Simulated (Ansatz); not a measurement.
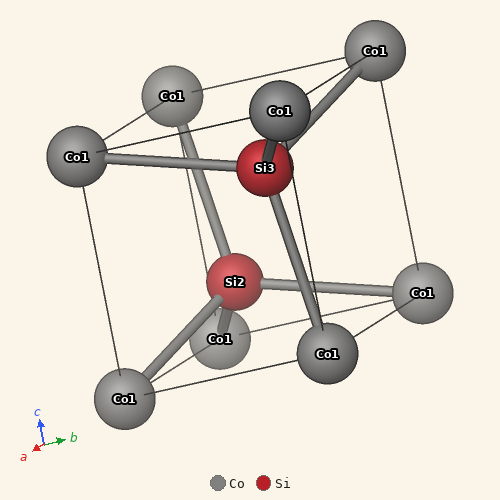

The system is CoSi2 (Fm-3m, No. 225; 3 atoms in the cell); the picture shows the reference structure. The energy is mapped over volume and a fixed ferromagnetic moment. First axis: volume per atom. Second axis: total spin moment of the cell, held fixed. Nothing is relaxed (shape and fractional coordinates fixed). The scan uses a 7 × 9 grid. Points are written as (first, second). Energies: meV/atom, counted from the lowest grid point. The moment is held fixed and parallel; antiferromagnetic orders weren't tried. Theory: DFT PBEsol, scalar-relativistic, plane waves, PAW (Ansatz 0.2.0). Settings: cutoff 520 eV, k-mesh 14×14×14, gaussian smearing 0.15 eV.

Its coordinates:

```yaml
crystal:
  lattice:
    - [0.00000, 2.65635, 2.65635]
    - [2.65635, 0.00000, 2.65635]
    - [2.65635, 2.65635, 0.00000]
  atoms:
    - { symbol: Co, position: [0.00000, 0.00000, 0.00000] }
    - { symbol: Si, position: [0.25000, 0.25000, 0.25000] }
    - { symbol: Si, position: [0.75000, 0.75000, 0.75000] }
```

Range: volume per atom from 11.0 to 14.0 Å³; total spin moment of the cell, held fixed from 0.000 to 2.200 μB.

What will the energy surface look like?

Answer. The lowest grid point is at (12.5 Å³, 0.000 μB). It lies on the edge of the map, which is a mirror line here (the non-magnetic state). The highest grid point, (11.0 Å³, 2.200 μB), lies 963 meV/atom above the lowest.

| second ↓, first → | 11.0 | 11.5 | 12.0 | 12.5 | 13.0 | 13.5 | 14.0 |
| --- | --- | --- | --- | --- | --- | --- | --- |
| 2.200 | 963 | 824 | 724 | 657 | 617 | 599 | 599 |
| 1.925 | 804 | 675 | 585 | 528 | 496 | 486 | 494 |
| 1.650 | 656 | 537 | 456 | 408 | 385 | 383 | 399 |
| 1.375 | 516 | 407 | 336 | 296 | 282 | 289 | 312 |
| 1.100 | 383 | 284 | 224 | 194 | 189 | 204 | 235 |
| 0.825 | 263 | 175 | 125 | 104 | 108 | 130 | 168 |
| 0.550 | 188 | 104 | 58 | 42 | 51 | 78 | 120 |
| 0.275 | 150 | 68 | 24 | 10 | 21 | 51 | 96 |
| 0.000 | 138 | 57 | 13 | 0 | 11 | 42 | 88 |

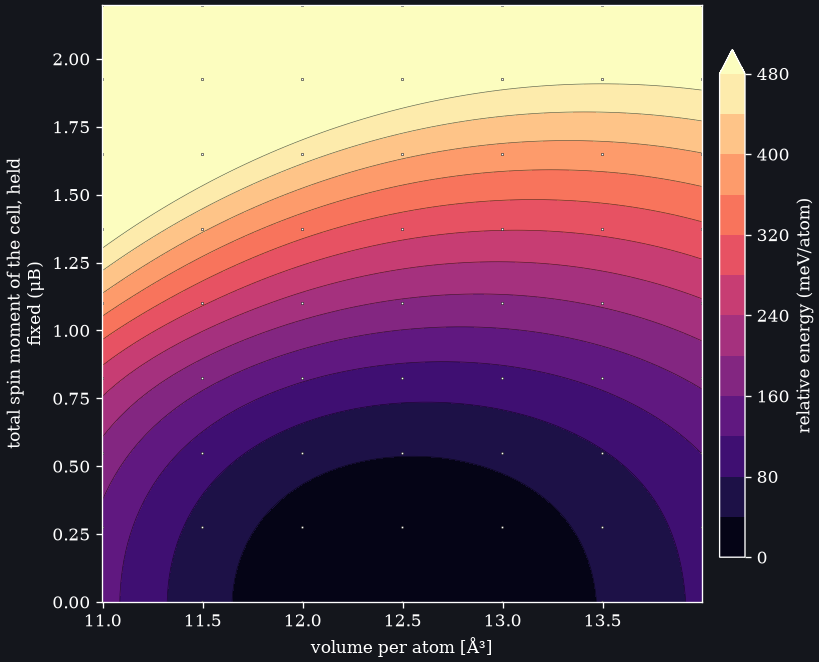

Drawn: filled contours, dots at the grid points, one colour for all values above the top of the scale. Between grid points the surface is interpolated.

Time for the 63 points that were run: 14 min on 2 threads of Arm Neoverse N1 (shared host).

PAW datasets: the set soft_1.
